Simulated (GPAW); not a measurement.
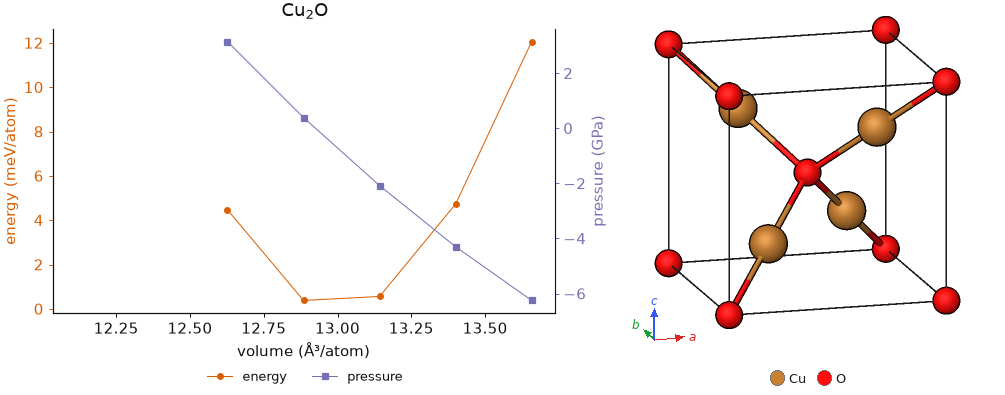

Plotted: energy and pressure against volume for Cu₂O, space group Pn-3m (No. 224). The conventional cell is drawn beside the plot.

Cell as given: a = 4.260 Å, b = 4.260 Å, c = 4.260 Å, α = 90.00°, β = 90.00°, γ = 90.00°; 6 atoms.

How it was computed, with GPAW 26.7.0: PAW DFT in plane waves, on a grid or in atomic orbitals, no spin polarisation; energies at scaled volumes of the given cell, shape and fractions fixed, counted from the fit's minimum, third-order Birch-Murnaghan fit. Level: r2SCAN.

- k mesh: 5×5×5
- occupations: Fermi–Dirac
- smearing width: 0.05 eV
- potentials: GPAW PAW data sets (gpaw data 1.2.1)
- wave cutoff: 800 eV
- program settings: basis pw

The points at volume 12.11 Å³/atom and 12.37 Å³/atom are left out of the plot. What values does the calculation give there?

| volume (Å³/atom) | energy (meV/atom) | pressure (GPa) |
| --- | --- | --- |
| 12.11 | 27.38 | 9.74 |
| 12.37 | 13.26 | 6.26 |

Note: the fit and the printed pressures don't fully agree.
